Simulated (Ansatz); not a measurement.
# Run report: Si, single-point calculation

Si (4 atoms in the cell), computed with DFT PBE, scalar-relativistic, plane waves, PAW, PAW set soft_1, no spin polarisation (Ansatz 0.2.0).

The structure derives from a Materials Project entry. Figures and captions count atoms from 1; the log counts them from 0 in places.

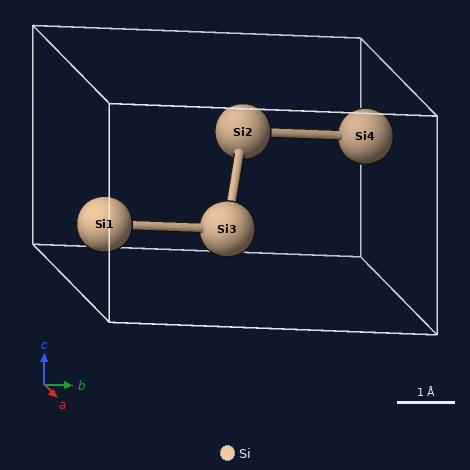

The input geometry (ball-and-stick view of the cell of the calculation, set on other vectors, seen at an oblique angle; atoms are numbered from 1 in the order of the input). An atom can appear more than once, as a periodic image.

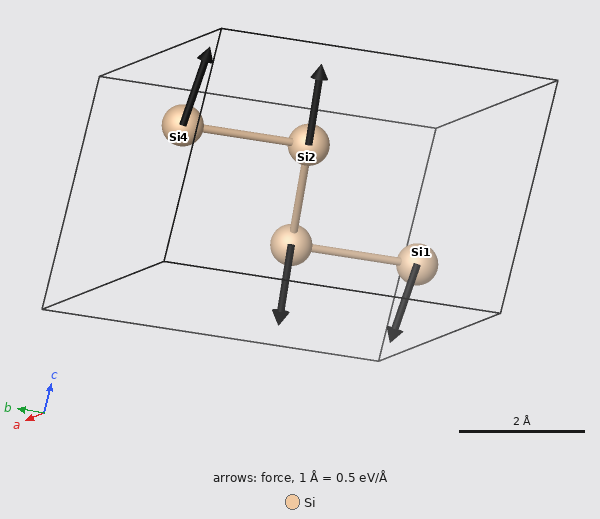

Forces on the atoms as black arrows (ball-and-stick view of the cell of the calculation, set on other vectors, seen at an oblique angle; atoms are numbered from 1 in the order of the input). The largest act on all 4 Si atoms (0.67 eV/Å). The geometry is not a stationary point of this energy.

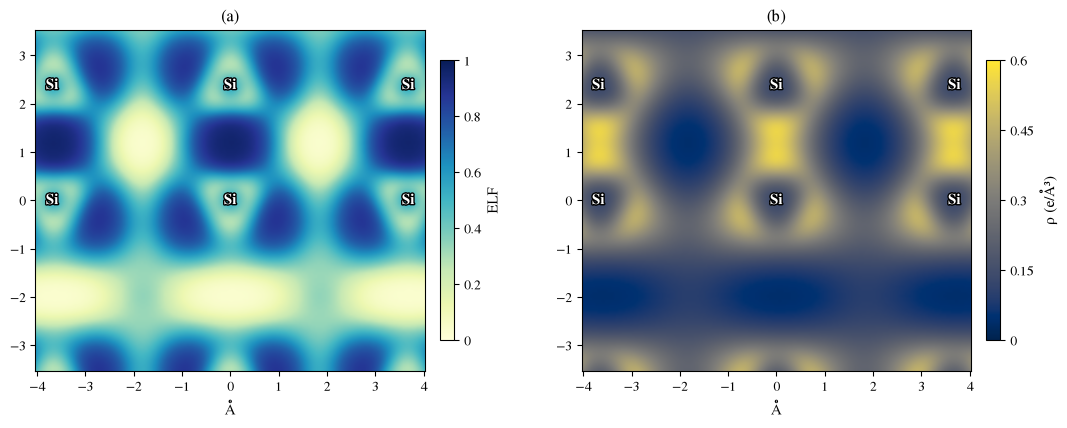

(a) electron localisation function; (b) valence pseudo-density on the (001) plane of the conventional cell. The section cuts through Si sites. Away from the nuclei the density in this plane falls to 0.04 e/Å³ at its lowest. The fields are those of the smooth PAW valence density.

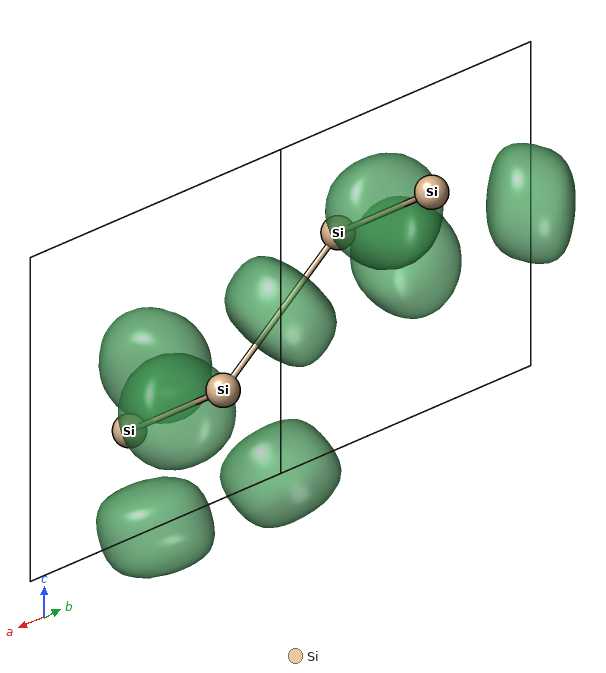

Isosurface of the ELF at 0.8 (green), seen along [110]. Only the valence region is drawn (cores and ρ < 0.01 e/Å³ removed). Sticks mark near contacts. The outline is the cell set on symmetry axes. Values along the shortest contacts: Si–Si (2.29 Å): the ELF peaks at about 0.95 between the atoms, as expected for localised, shared-pair bonding.

The input that produced these results follows, with the program's output.

Input
```yaml
crystal:
  lattice:
    - [3.9858700817, -0.1155324661, 0.0]
    - [-2.0929890915, 3.2761715285, 0.0]
    - [0.0, 0.0, 6.3646810974]
  atoms:
    - { symbol: Si, position: [0.3333333333, 0.6666666667, 0.0629320729] }
    - { symbol: Si, position: [0.6666666667, 0.3333333333, 0.5629320729] }
    - { symbol: Si, position: [0.3333333333, 0.6666666667, 0.4370679271] }
    - { symbol: Si, position: [0.6666666667, 0.3333333333, 0.9370679271] }
basis:
  ecutwfc: 420
kpoints:
  mp_grid: { grid: [12, 12, 6] }
hamiltonian:
  xc: pbe
  pseudopotentials: { kind: paw, azcp: { folder: soft_1 } }
scf:
  occupations: { method: gaussian, width: 0.05 }
output:
  forces: true
  stress: true
  eigenvalues: true
  write_density: true
  write_potential: true
  elf: true
  volumetric_format: npy
```

Command:
```bash
ansatz run input.yaml --threads 2 --pin off --max-ram 4096MiB --backend cpu --events-out ev --progress --plain --runs-dir out
```

The program's output
```
Engine: ansatz 0.2.0, aarch64-unknown-linux-gnu
Pseudopotentials: kind: paw
Pseudopotential: Si, paw, valence charge 4, recommended cutoff 420 eV (normal), [file]
Functional definition: PBE
  parameter kappa = 0.804
  parameter beta = 0.06672455060314922
  exchange = pbe_x(kappa = kappa, mu = beta*pi^2/3)
  correlation = pbe_c(beta = beta)
Crystal: 4 atoms, lattice volume = 81.573 Å³
Basis set: ecut = 420 eV, 1599 PW (Γ), exchange–correlation on 54×54×90 points (8 copies of the dense FFT grid, shifted against one another)
Bands: 12, of which v1, the nominal top of the filled ones, is band 8 counted from 1 (7 counted from 0)
Symmetry: 4 space group operations
Space group: P21/m (ITA 11), of the structure as read, at distance tolerance 4.3e-5 Å
k-points: 296 of 864
Non-local potential: Si, projectors of the file, l = 0: 2, l = 1: 2, l = 2: 1
PAW form: soft (Blöchl's): semilocal exchange-correlation on the pseudo side does not see the compensation charge
PAW one-centre angular grid: Si, 110 points (default); XC on 64 Gauss nodes
Initial density: superposition of atomic densities (chi_scale 0.1, normalization cell)
Initial wavefunctions: pseudopotential atomic-orbital guess
Functional: x = pbe(κ = 0.804, μ = 0.2195149727645171), c = pbe(β = 0.06672455060314922)
SCF iter   1: F=—  HF=-2543.393124 eV  |F-HF|=—  |Δ(HF+E_count)|=         —  Δρ=4.56e-2  dr2=1.58e0  ethr=3.10e-3  ⟨swp⟩=7.3  Hψ=28564  notcnv=0
preconditioner: auto → none  [insulator: Δε(μ)=0.292 eV  Ē_g=7.924 eV  σ=0.050 eV  W_gap=1.00  n_scr=14 (ndim 8)  ℏωp=16.4 eV  f_vac=0.000  D(μ)=0.00/eV (n_scr^D=0)  ε∞_Penn≈5.3]
SCF iter   2: F=—  HF=-2543.062628 eV  |F-HF|=—  |Δ(HF+E_count)|=   3.30e-1  Δρ=1.99e-2  dr2=2.55e-1  ethr=3.10e-3  ⟨swp⟩=3.2  Hψ=9457  notcnv=0
SCF iter   3: F=—  HF=-2543.019697 eV  |F-HF|=—  |Δ(HF+E_count)|=   4.29e-2  Δρ=1.98e-3  dr2=2.45e-3  ethr=1.60e-3  ⟨swp⟩=1.7  Hψ=3856  notcnv=0
SCF iter   4: F=—  HF=-2543.019997 eV  |F-HF|=—  |Δ(HF+E_count)|=   3.00e-4  Δρ=3.03e-4  dr2=7.93e-5  ethr=1.53e-5  ⟨swp⟩=2.4  Hψ=6695  notcnv=0
SCF iter   5: F=—  HF=-2543.020002 eV  |F-HF|=—  |Δ(HF+E_count)|=   5.50e-6  Δρ=7.03e-5  dr2=2.76e-6  ethr=4.96e-7  ⟨swp⟩=2.2  Hψ=5680  notcnv=0
SCF iter   6: F=-2543.020007 eV  HF=-2543.020007 eV  |F-HF|=4.67e-9  |Δ(HF+E_count)|=   4.42e-6  Δρ=7.28e-6  dr2=6.68e-8  ethr=6.25e-10  ⟨swp⟩=9.0  Hψ=30550  notcnv=0
SCF 1 converged in 6 iterations: F = -2543.020007 eV  dr2 = 6.68e-8
  greatest PAW one-centre occupation: 0.624 electrons in one spin orbital (limit 2), on the Si atom at site 3 (counted from 0), in its partial waves of l = 0
SCF converged after 6 iterations
Free energy (F): -2543.020007 eV
Harris-Foulkes:  -2543.020007 eV  (|F-HF|=4.67e-9)
Internal energy: -2543.019804 eV  (E = F + TS)
E sigma→0 (E₀):  -2543.019905 eV
Entropy (-TS):   -0.000202 eV (-0.051 meV/atom)
Fermi energy:    6.378449 eV
--- Per-component energies (eV) ---
  E_band       = 16.318282
  E_kinetic    = 161.606001
  E_local      = -101.908311  (includes V_loc(G=0)·N_el)
  E_nonlocal   = 90.876331
  E_hartree    = 31.106069
  E_xc         = -225.183892
  E_vxc        = -190.145114  (∫ρ·V_xc dr)
  E_paw        = -2046.217552  (= ΣΔE_a)
  E_vpaw       = -6.322208  (= ΣTr[D̂ρ^β])
  E_aug_tail   = 0.000150  (compensation charges beyond the density's cutoff)
  E_ewald      = -453.298599
  E_smearing   = -0.000202  (= −TS)
  E_closure    = 0.000000  (closes the sum)
  Σ components = -2543.020007   (vs F -2543.020007, Δ=0.00e0)
--- Forces (eV/Å), atoms counted from 1 ---
  atom   1  Si     0.35554606    -0.56663742     0.06815735
  atom   2  Si    -0.35554606     0.56663742     0.06815735
  atom   3  Si     0.35554606    -0.56663742    -0.06815735
  atom   4  Si    -0.35554606     0.56663742    -0.06815735
  max |Σ_I F_I| component: 1.11e-16 eV/Å
--- Stress (GPa, compression-positive) ---
       -4.998630       4.908905       0.000000
        4.908905       6.842859       0.000000
        0.000000       0.000000       0.062848
  P = ⅓ Tr σ = 0.6357 GPa (6.357 kbar)
--- Band table (eV; the first three rows and the last of 296) ---
  k-point 0: bands = ["-5.8363", "-3.5975", "-0.8827", "4.5372", "5.0238", "5.9379", "6.0974", "6.4854", "6.8284", "8.2211", "8.5341", "8.8901"]
  k-point 1: bands = ["-5.7479", "-3.9109", "-0.4028", "4.5782", "5.0336", "5.1597", "5.9202", "6.3280", "6.9445", "8.3518", "8.7094", "9.0398"]
  k-point 2: bands = ["-5.4855", "-4.5035", "0.6845", "3.5402", "4.8443", "5.2960", "5.5456", "5.9775", "7.2374", "8.2073", "8.6731", "9.4050"]
  k-point 295: bands = ["-3.3348", "-3.3348", "-0.8564", "-0.8564", "3.7239", "3.7239", "4.4391", "4.4391", "7.5241", "7.5241", "8.1749", "8.1749"]
```

Summary

- outcome: converged
- space group (tolerance 0.01 Å): P2₁/m (11)
- electrons treated: 16
- free energy: −2543.0200 eV
- Fermi energy: 6.378 eV
- gap on the k-point mesh: none (metallic)
- pressure: 0.64 GPa
- largest force (length of the vector): 0.672 eV/Å
- hardware: 2 threads of Arm Neoverse N1, 98 GiB of memory available, shared host
- wall time: 20 s (CPU time 39 s)
- peak memory: 0.51 GiB
